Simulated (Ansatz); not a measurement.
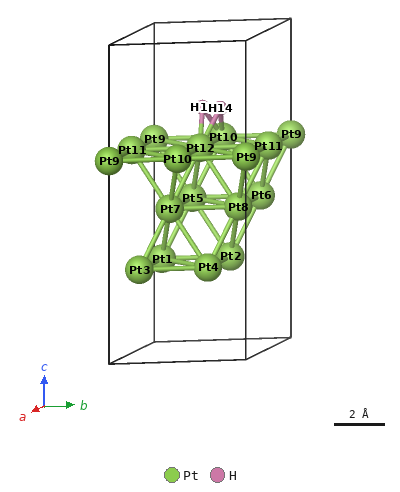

Fig. 1: The input geometry (ball-and-stick view of the cell of the calculation, with the vacuum cut short, seen slightly off an axis; atoms are numbered from 1 in the order of the input). An atom can appear more than once, as a periodic image.

# Pt$_{6}$H: single-point calculation (part 1 of 2)

- system: Pt$_{6}$H (slab, 14 atoms in the cell)
- method: DFT PBE, scalar-relativistic, plane waves, PAW, PAW set soft_1, no spin polarisation (Ansatz 0.2.0)

The structure derives from an entry of the Crystallography Open Database. Figures and captions count atoms from 1; the log counts them from 0 in places.

Output
```
Engine: ansatz 0.2.0, aarch64-unknown-linux-gnu
Pseudopotentials: kind: paw
Pseudopotential: Pt, paw, valence charge 18, recommended cutoff 420 eV (normal), [file]
Pseudopotential: H, paw, valence charge 1, recommended cutoff 420 eV (normal), [file]
Functional definition: PBE
  parameter kappa = 0.804
  parameter beta = 0.06672455060314922
  exchange = pbe_x(kappa = kappa, mu = beta*pi^2/3)
  correlation = pbe_c(beta = beta)
Crystal: 14 atoms, lattice volume = 617.454 Å³
Basis set: ecut = 420 eV, 12111 PW (Γ), exchange–correlation on 80×80×320 points (8 copies of the dense FFT grid, shifted against one another)
Bands: 131, of which v1, the nominal top of the filled ones, is band 109 counted from 1 (108 counted from 0)
Symmetry: 2 space group operations
Space group: Cm (ITA 8), of the structure as read, at distance tolerance 8.5e-5 Å
k-points: 13 of 36 (time reversal used)
Non-local potential: Pt, projectors of the file, l = 0: 3, l = 1: 2, l = 2: 2, l = 3: 1
Non-local potential: H, projectors of the file, l = 0: 2, l = 1: 1
PAW form: soft (Blöchl's): semilocal exchange-correlation on the pseudo side does not see the compensation charge
PAW one-centre angular grid: Pt, 590 points (default); XC on 64 Gauss nodes
PAW one-centre angular grid: H, 110 points (default); XC on 64 Gauss nodes
Initial density: superposition of atomic densities (neutral atoms: chi_scale 0, normalization atom)
Initial wavefunctions: pseudopotential atomic-orbital guess
Functional: x = pbe(κ = 0.804, μ = 0.2195149727645171), c = pbe(β = 0.06672455060314922)
SCF iter   1: F=—  HF=-150327.108115 eV  |F-HF|=—  |Δ(HF+E_count)|=         —  Δρ=5.16e-2  dr2=1.74e1  ethr=3.10e-3  p=-0.000 e·Å  D=-2.35e-6 V/Å  ΔV_dip=0.00 eV  dr2_dipole=3.25e-2  V_vac-E_F(+/−)=4.79/4.79 eV  ⟨swp⟩=7.9  Hψ=7351  notcnv=0  defer=28
efield: sawtooth ramp at fractional position 0.7901 (placed from the atoms, in the widest stretch of the axis that holds none; the zero of the levels goes with the place), width 0.0400; the density the first Hamiltonian is built on has a dipole p = -0.000 e·Å; the dipole correction subtracts the counter field D = -2.35e-6 V/Å, which shifts the + side's vacuum level by +0.00 eV against the − side's; the planar-averaged density in the ramp window peaks in size at 4.0e-6 e/Å³
preconditioner: auto → LDOS  [metal: Δε(μ)=0.012 eV  Ē_g=6.797 eV  σ=0.100 eV  W_gap=0.07  n_scr=112 (ndim 8)  ℏωp=16.5 eV  f_vac=0.622  D(μ)=19.20/eV (n_scr^D=136)  β→1.0]
SCF iter   2: F=—  HF=-150326.316881 eV  |F-HF|=—  |Δ(HF+E_count)|=   7.91e-1  Δρ=4.38e-2  dr2=1.24e1  ethr=3.10e-3  p=0.110 e·Å  D=3.22e-2 V/Å  ΔV_dip=-0.73 eV  dr2_dipole=7.18e-4  V_vac-E_F(+/−)=5.55/6.28 eV  ⟨swp⟩=3.0  Hψ=4330  notcnv=0  defer=156
SCF iter   3: F=—  HF=-150322.698167 eV  |F-HF|=—  |Δ(HF+E_count)|=    3.62e0  Δρ=7.98e-3  dr2=6.63e-1  ethr=3.10e-3  p=0.094 e·Å  D=2.74e-2 V/Å  ΔV_dip=-0.62 eV  dr2_dipole=1.90e-2  V_vac-E_F(+/−)=5.15/5.77 eV  ⟨swp⟩=2.0  Hψ=3274  notcnv=0  defer=165
SCF iter   4: F=—  HF=-150322.616364 eV  |F-HF|=—  |Δ(HF+E_count)|=   8.18e-2  Δρ=2.95e-3  dr2=3.36e-1  ethr=3.04e-4  p=0.105 e·Å  D=3.09e-2 V/Å  ΔV_dip=-0.70 eV  dr2_dipole=8.98e-3  V_vac-E_F(+/−)=5.04/5.74 eV  ⟨swp⟩=2.1  Hψ=2877  notcnv=0  defer=167
SCF iter   5: F=—  HF=-150322.599757 eV  |F-HF|=—  |Δ(HF+E_count)|=   1.66e-2  Δρ=2.29e-3  dr2=9.84e-2  ethr=1.54e-4  p=0.110 e·Å  D=3.21e-2 V/Å  ΔV_dip=-0.73 eV  dr2_dipole=4.21e-3  V_vac-E_F(+/−)=5.07/5.80 eV  ⟨swp⟩=2.5  Hψ=2135  notcnv=0  defer=167
SCF iter   6: F=—  HF=-150322.593947 eV  |F-HF|=—  |Δ(HF+E_count)|=   5.81e-3  Δρ=8.04e-4  dr2=8.92e-3  ethr=4.52e-5  p=0.112 e·Å  D=3.27e-2 V/Å  ΔV_dip=-0.74 eV  dr2_dipole=6.23e-5  V_vac-E_F(+/−)=5.03/5.77 eV  ⟨swp⟩=1.2  Hψ=1613  notcnv=0  defer=167
SCF iter   7: F=—  HF=-150322.593655 eV  |F-HF|=—  |Δ(HF+E_count)|=   2.92e-4  Δρ=2.68e-4  dr2=6.77e-4  ethr=4.09e-6  p=0.111 e·Å  D=3.26e-2 V/Å  ΔV_dip=-0.74 eV  dr2_dipole=2.36e-5  V_vac-E_F(+/−)=5.04/5.78 eV  ⟨swp⟩=2.0  Hψ=2273  notcnv=0  defer=167
SCF iter   8: F=—  HF=-150322.593850 eV  |F-HF|=—  |Δ(HF+E_count)|=   1.95e-4  Δρ=1.24e-4  dr2=1.96e-4  ethr=3.11e-7  p=0.111 e·Å  D=3.24e-2 V/Å  ΔV_dip=-0.73 eV  dr2_dipole=1.55e-5  V_vac-E_F(+/−)=5.05/5.79 eV  ⟨swp⟩=2.1  Hψ=2372  notcnv=0  defer=167
SCF iter   9: F=—  HF=-150322.593846 eV  |F-HF|=—  |Δ(HF+E_count)|=   4.33e-6  Δρ=6.60e-5  dr2=6.54e-5  ethr=8.98e-8  p=0.110 e·Å  D=3.23e-2 V/Å  ΔV_dip=-0.73 eV  dr2_dipole=1.45e-6  V_vac-E_F(+/−)=5.05/5.79 eV  ⟨swp⟩=2.0  Hψ=2341  notcnv=0  defer=167
SCF iter  10: F=—  HF=-150322.593384 eV  |F-HF|=—  |Δ(HF+E_count)|=   4.62e-4  Δρ=3.59e-5  dr2=1.85e-5  ethr=3.00e-8  p=0.110 e·Å  D=3.22e-2 V/Å  ΔV_dip=-0.73 eV  dr2_dipole=9.96e-8  V_vac-E_F(+/−)=5.06/5.78 eV  ⟨swp⟩=2.0  Hψ=2259  notcnv=0  defer=167
SCF iter  11: F=—  HF=-150322.593385 eV  |F-HF|=—  |Δ(HF+E_count)|=   8.59e-7  Δρ=1.77e-5  dr2=3.85e-6  ethr=8.50e-9  p=0.110 e·Å  D=3.22e-2 V/Å  ΔV_dip=-0.73 eV  dr2_dipole=3.93e-8  V_vac-E_F(+/−)=5.06/5.78 eV  ⟨swp⟩=2.0  Hψ=2115  notcnv=0  defer=167
SCF iter  12: F=—  HF=-150322.593386 eV  |F-HF|=—  |Δ(HF+E_count)|=   1.67e-6  Δρ=8.05e-6  dr2=9.59e-7  ethr=1.77e-9  p=0.110 e·Å  D=3.22e-2 V/Å  ΔV_dip=-0.73 eV  dr2_dipole=3.13e-8  V_vac-E_F(+/−)=5.06/5.78 eV  ⟨swp⟩=1.8  Hψ=2001  notcnv=0  defer=167
SCF iter  13: F=—  HF=-150322.593386 eV  |F-HF|=—  |Δ(HF+E_count)|=   1.19e-7  Δρ=4.33e-6  dr2=2.81e-7  ethr=4.40e-10  p=0.110 e·Å  D=3.22e-2 V/Å  ΔV_dip=-0.73 eV  dr2_dipole=1.97e-8  V_vac-E_F(+/−)=5.06/5.78 eV  ⟨swp⟩=1.8  Hψ=2054  notcnv=0  defer=167
SCF iter  14: F=-150322.593386 eV  HF=-150322.593386 eV  |F-HF|=4.07e-8  |Δ(HF+E_count)|=   1.34e-7  Δρ=1.61e-6  dr2=3.76e-8  ethr=4.59e-11  p=0.110 e·Å  D=3.22e-2 V/Å  ΔV_dip=-0.73 eV  dr2_dipole=9.43e-10  V_vac-E_F(+/−)=5.06/5.78 eV  ⟨swp⟩=22.4  Hψ=14414  notcnv=0
SCF 1 converged in 14 iterations: F = -150322.593386 eV  dr2 = 3.76e-8
  greatest PAW one-centre occupation: 1.000 electrons in one spin orbital (limit 2), on the Pt atom at site 6 (counted from 0), in its partial waves of l = 0
```

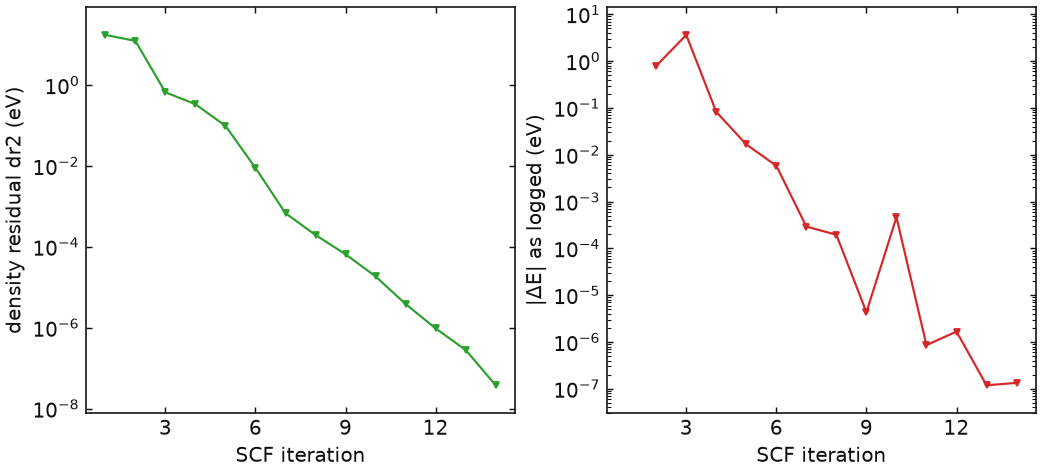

Fig. 2: Convergence of the self-consistent field: density residual dr2 and size of the energy change against the SCF iteration. The residual falls at every step.

```
WARN: The input density's exchange-correlation potential varies sharply where the density is thin. Do not read a vacuum level from v_tot or v_xc, or from such a field of the output density. On a cell that repeats whose density bears no net charge and no dipole along the vacuum's axis use v_es (v_loc + v_h of the components); under efield.dipole_correction with no amplitude use v_es + v_field, which holds any external_charges[].barrier, or the levels of the report's work_function block, which leave it out; under a non-zero efield.amplitude the vacuum is tilted and has no level; on a cell that repeats and bears such a dipole with no correction it is tilted too, and efield.dipole_correction with no amplitude gives each side of its ramp a level where efield: is served; in a cell that repeats whose density bears a net charge (total_charge, or a fill off its count) it is curved and has none; of a slab under crystal.periodic whose density bears no net charge use v_es, which has a level on each side, short of where the two are joined; of another it falls or rises all the way out and has none; of a slab beside external_charges read slab_vacuum_level instead, which it has where they leave it neutral. The grid or the basis barely resolves most such structure, and the values can differ between equally converged runs; as a rule a tighter scf.convergence.dr2_threshold does not remove it. Where the density itself ripples (under the LDA too) a higher basis.ecutwfc lessens it. The files hold the spikes' plane waves up to the density's cutoff. Files: v_tot and the like, and their columns of v_z.tsv (output.write_potential); v_xc and the like, and their columns of v_comp_z.tsv (output.write_potential_components); where files of the output density stand in their place, no point of their own thin density is over the threshold below, and this is of outcome.potential() and, of a run that writes arrays (npy), the arrays of these names. Measured: with its Gaussian average of σ = 0.25 Å subtracted twice, the exchange-correlation potential is over 0.1 eV at 35 of the grid points where the equally averaged density (valence and model cores) is under 1e-3 e/Å³, and 0.135 eV at the most among them, at an averaged density of 1.2e-7 e/Å³. See output.write_potential in the manual, Limitations
SCF converged after 14 iterations
Free energy (F): -150322.593386 eV
Harris-Foulkes:  -150322.593386 eV  (|F-HF|=4.07e-8)
Internal energy: -150322.451686 eV  (E = F + TS)
E sigma→0 (E₀):  -150322.522536 eV
Entropy (-TS):   -0.141701 eV (-10.121 meV/atom)
Fermi energy:    3.049419 eV
Dipole field:    D = 0.032261 V/Å  (p = 0.110082 e·Å, saw-weighted, corrected)
Work function:   Φ+ = 5.0549 eV   Φ− = 5.7847 eV
Levels:          The Fermi level and band energies are counted from a zero that moves with the ramp; work functions are not
--- Per-component energies (eV) ---
  E_band       = -5824.677723
  E_kinetic    = 7170.231369
  E_local      = -310558.515696  (includes V_loc(G=0)·N_el)
  E_nonlocal   = 2447.442812
  E_hartree    = 151090.916334
  E_xc         = -2792.285866
  E_vxc        = -3260.771436  (∫ρ·V_xc dr)
  E_paw        = -113806.036355  (= ΣΔE_a)
  E_vpaw       = -3809.638875  (= ΣTr[D̂ρ^β])
  E_aug_tail   = 0.012084  (compensation charges beyond the density's cutoff)
  E_efield     = 0.001776  (sawtooth field / dipole correction)
  E_vefield    = 4.721531  (∫n·V_field dr)
  E_ewald      = 116125.781856
  E_smearing   = -0.141701  (= −TS)
  E_closure    = 0.000000  (closes the sum)
  Σ components = -150322.593386   (vs F -150322.593386, Δ=0.00e0)
--- Forces (eV/Å), atoms counted from 1 ---
  atom   1  Pt     0.05038713     0.00818042    -0.08339489
  atom   2  Pt    -0.00000000     0.01966956     0.03392754
  atom   3  Pt    -0.05038713     0.00818042    -0.08339489
  atom   4  Pt     0.00000000    -0.01257559     0.10471288
  atom   5  Pt     0.00000000    -0.11785085    -0.36349709
  atom   6  Pt    -0.00451547     0.09384604    -0.08415613
  atom   7  Pt    -0.00000000     0.06258410     0.31559496
  atom   8  Pt     0.00451547     0.09384604    -0.08415613
  atom   9  Pt     0.00000000    -0.34213467    -0.15418603
  atom  10  Pt    -0.44876871    -0.07166255     0.24312636
  atom  11  Pt    -0.00000000     0.34129493    -0.20448026
  atom  12  Pt     0.44876871    -0.07166255     0.24312636
  atom  13  H      0.00000000    -3.23449326     0.05961335
  atom  14  H     -0.00000000     3.22277821     0.05713837
  max |Σ_I F_I| component: 2.56e-5 eV/Å
--- Band table (eV; the first three rows and the last of 13) ---
  k-point 0: bands = ["-95.3650", "-95.2777", "-95.2677", "-95.2437", "-95.1550", "-95.1455", "-94.8896", "-94.8594", "-94.8286", "-94.8213", "-94.8110", "-94.8014", "-49.6443", "-49.6261", "-49.6091", "-49.5826", "-49.5097", "-49.4702", "-49.4530", "-49.4197", "-49.4094", "-49.3795", "-49.3732", "-49.3690", "-49.3517", "-49.3315", "-49.2908", "-49.2907", "-49.2545", "-49.2536", "-49.2325", "-49.1411", "-49.1175", "-49.0717", "-49.0384", "-49.0332", "-49.0252", "-49.0158", "-49.0067", "-48.9713", "-48.9494", "-48.9460", "-48.8044", "-48.7750", "-48.7337", "-48.7223", "-48.7179", "-48.7035", "-7.0969", "-5.5709", "-3.8742", "-3.5117", "-3.1674", "-3.1605", "-3.1392", "-3.0270", "-2.9442", "-2.8354", "-2.4919", "-2.4635", "-2.4584", "-2.3864", "-2.3638", "-2.2209", "-1.0136", "-0.9238", "-0.7189", "-0.6043", "-0.5816", "-0.5108", "-0.4293", "-0.2676", "-0.2639", "-0.0332", "-0.0300", "0.1195", "0.1918", "0.2097", "0.2317", "0.2361", "0.2503", "0.6067", "0.7802", "0.8298", "1.5439", "1.6159", "1.6172", "1.7000", "1.7295", "1.7469", "1.8120", "1.9073", "2.2786", "2.3302", "2.7188", "2.7241", "2.8408", "2.8616", "2.8814", "2.9002", "3.0053", "3.0150", "3.0581", "3.2560", "3.2652", "3.2675", "3.4369", "3.4944", "3.5451", "3.6350", "3.6395", "3.6474", "3.9557", "4.0413", "4.1964", "5.1078", "5.6468", "5.8054", "5.8958", "5.8991", "5.9180", "6.5677", "7.7226", "8.0513", "8.2916", "8.6107", "8.7727", "8.9323", "8.9803", "8.9916", "9.3262"]
```
